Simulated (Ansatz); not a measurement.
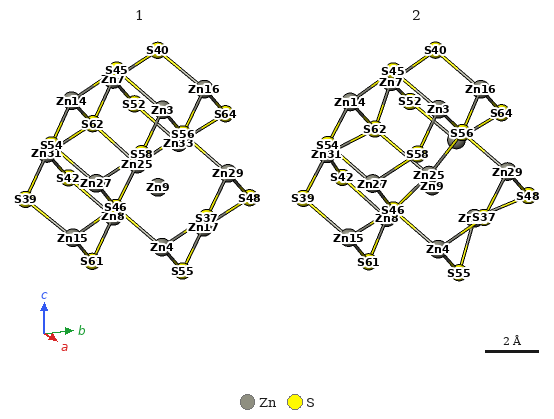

Two geometries of a defect cell of composition Zn33S31 (cell charge −1), drawn at one scale. One is the start of a relaxation, the other its converged end. Style: ball-and-stick. Shown: the atoms within 5.0 Å of the atom that moves most (axes of the cell of the calculation (origin shifted)), slightly off an axis.

The calculation used DFT, PBEsol, PAW, plane waves in Ansatz 0.2.0. (plane-wave cutoff 420 eV; k-point mesh 1 × 1 × 1; mesh shifted by (0.25, 0.25, 0.25); collinear spin; atoms relaxed in a fixed cell; force threshold 0.03 eV/Å; at most 80 steps)

Question: Which one is relaxed?

Answer: Structure 2 is the relaxed one. The largest moves, 0.71 Å, are those of Zn17 and Zn25. Zn25 goes roughly along [1 1 −1]. Largest moves by element: Zn 0.71 Å, S 0.29 Å. The cell doesn't change. Near-neighbour distances that change, for instance: Zn25–S62 2.344 → 2.767 Å, Zn9–Zn25 2.314 → 2.414 Å, Zn31–S42 2.405 → 2.324 Å, Zn9–Zn17 2.349 → 2.417 Å. Bond angles that change, for instance: S46–Zn25–S62 109.9° → 92.5°, Zn25–S56–Zn29 109.0° → 92.8°, Zn4–S46–Zn25 108.0° → 93.1°. Over 13 geometry steps the energy falls by 0.914 eV per cell of the calculation. The largest force component goes from 0.77 to 0.0046 eV/Å. The program noted that the starting moments weren't kept. The run took 14 s on 1 × NVIDIA GB200 with 8 threads of Arm Neoverse-V2, peak memory 2 GiB.

Limits of the set-up: the cell is charged, on a uniform background, and energies carry no finite-size correction.
